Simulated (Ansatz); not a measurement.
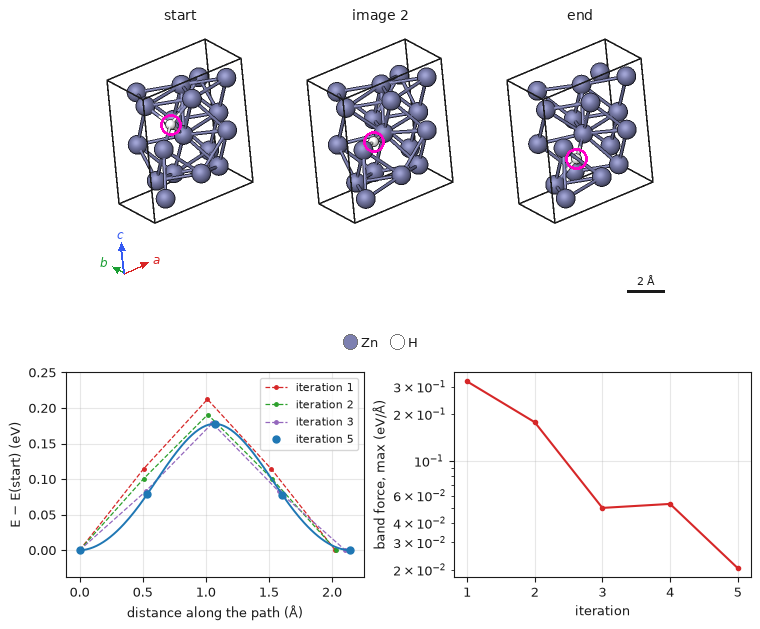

A nudged-elastic-band calculation for a defect cell of composition Zn18H (19 atoms in the cell). Images are numbered from 0 (start) to 4 (end). The plot follows the band through its iterations. A ball-and-stick model of the simulation cell (origin moved), seen slightly off an axis. The moving atom is ringed, with any periodic copies. Bonds to atoms that aren't drawn are left out.

The calculation used DFT PBE, scalar-relativistic, plane waves, PAW (Ansatz 0.2.0). Settings: plane-wave cutoff 420 eV; k-point mesh 4 × 4 × 4; Gaussian smearing 0.1 eV; 3 movable images; climbing image.

### Did the band converge, and can the barrier be trusted?

The run is converged, with reservations. The band converged in 5 iterations. The largest component of the band force went from 0.33 to 0.021 eV/Å. The climbing image converged on the top of the path. Its curvatures weren't checked. The first iteration put the highest image at 0.212 eV. The barrier is about 0.178 eV in both directions, with image 2 at the top; the ends have the same energy.

Limits of the set-up: the periodic images lie only 6.8 Å apart, so the values are limited by the cell's size.

Cost: 14 min on 4 threads of Arm Neoverse V1, on a shared host, peak memory 3.7 GiB.
